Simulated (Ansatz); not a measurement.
System: Ti₂O, space group P-3m1 (No. 164).

Input of the run:
```
crystal:
  lattice:
    - [2.9533177977, 0.0, 0.0]
    - [-1.4766588988, 2.5576482383, 0.0]
    - [0.0, 0.0, 4.7292180358]
  atoms:
    - { symbol: Ti, position: [0.6666666667, 0.3333333333, 0.2620928277] }
    - { symbol: Ti, position: [0.3333333333, 0.6666666667, 0.7379071723] }
    - { symbol: O, position: [0.0, 0.0, 0.0] }
basis:
  ecutwfc: 420
kpoints:
  mp_grid: { grid: [18, 18, 10] }
hamiltonian:
  xc: pbesol
scf:
  occupations: { method: fermi_dirac, width: 0.15 }
output:
  eigenvalues: true
phonons:
  method: dfpt
  eigenvectors: true
```

Run as:
```bash
ansatz run input.yaml --threads 1 --pin off --max-ram 3072MiB --backend cpu --events-out ev --progress --plain --runs-dir out
```

Calculation (Ansatz 0.2.0): harmonic phonon frequencies at the zone centre with atoms at rest in the given cell, without the long-range term of polar modes, the three translations left out, imaginary frequencies are negative; plane waves with PAW datasets, Γ-centred k mesh. Level: PBEsol, no spin polarisation.

wave cutoff 420 eV; k mesh 18×18×10; occupations Fermi–Dirac; smearing width 0.15 eV; pressure 0 GPa; phonon method linear response.

What does the calculation give for the zone-centre optical phonon frequencies (the three acoustic modes are left out)?

No frequency is imaginary, so the structure is stable to these displacements (zone-boundary modes weren't tested here). The highest mode lies at 503.6 cm⁻¹. The optical modes lie at 159.4 (×2), 298.2, 443.8 (×2), 503.6 cm⁻¹.

| frequency (cm⁻¹) |
| --- |
| 159.4 |
| 159.4 |
| 298.2 |
| 443.8 |
| 443.8 |
| 503.6 |

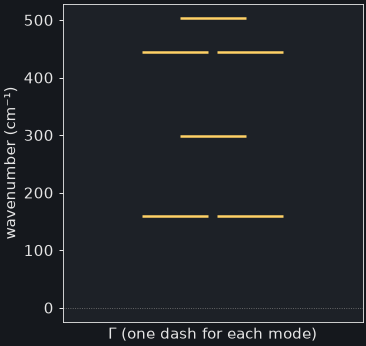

Caveats: metal sensitive to the k mesh; no spin polarisation, a magnetic state may lie lower.
